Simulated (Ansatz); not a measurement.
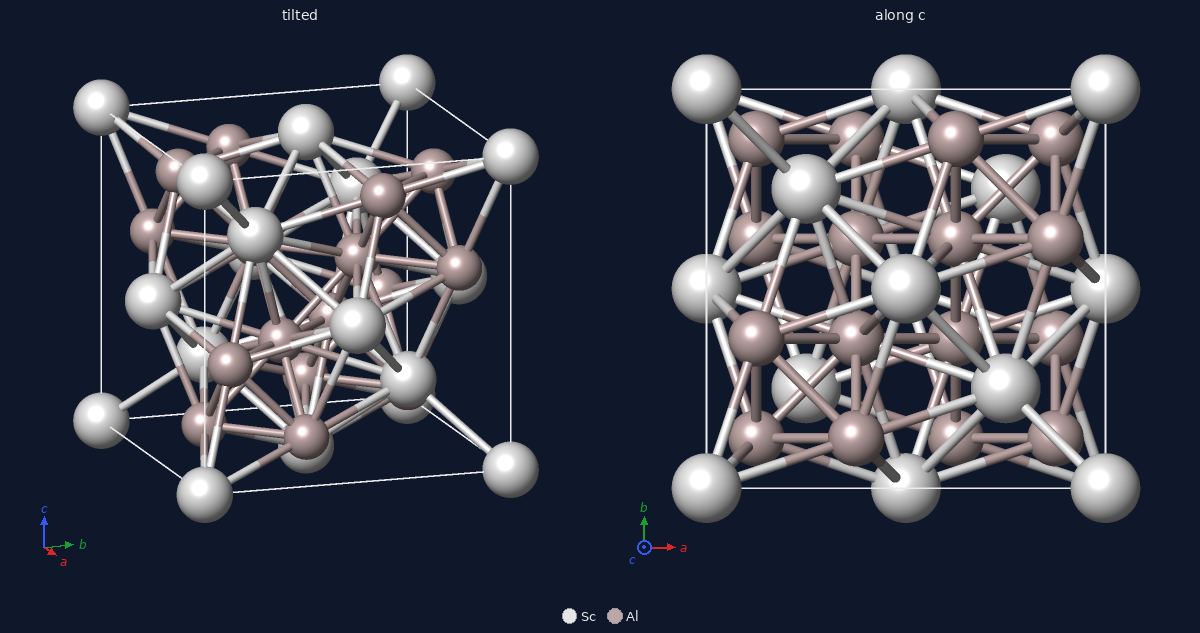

Ball-and-stick drawing of the structure, looking slightly off an axis and along the c axis. Thin lines show the conventional unit cell, with boundary atoms drawn in all their periodic places.

ScAl₂, space group Fd-3m (No. 227), a = 7.57 Å, b = 7.57 Å, c = 7.57 Å, α = 90.00°, β = 90.00°, γ = 90.00°.

All computed values are from DFT r2SCAN, scalar-relativistic, plane waves, PAW in Ansatz. Settings: cutoff 500 eV, k-points about 0.18 Å⁻¹ apart, Gaussian smearing of 0.1 eV, no spin polarisation.

**What is the band gap, if any?**

A metal: bands cross the Fermi level.

**Give the pressure and its sign.**

The computed pressure is -0.4 GPa (stretched: it would shrink).

It goes back to a structure listed in the Materials Project. The cell was then strained or its atoms displaced on purpose. A calculation with Ansatz used it as input.
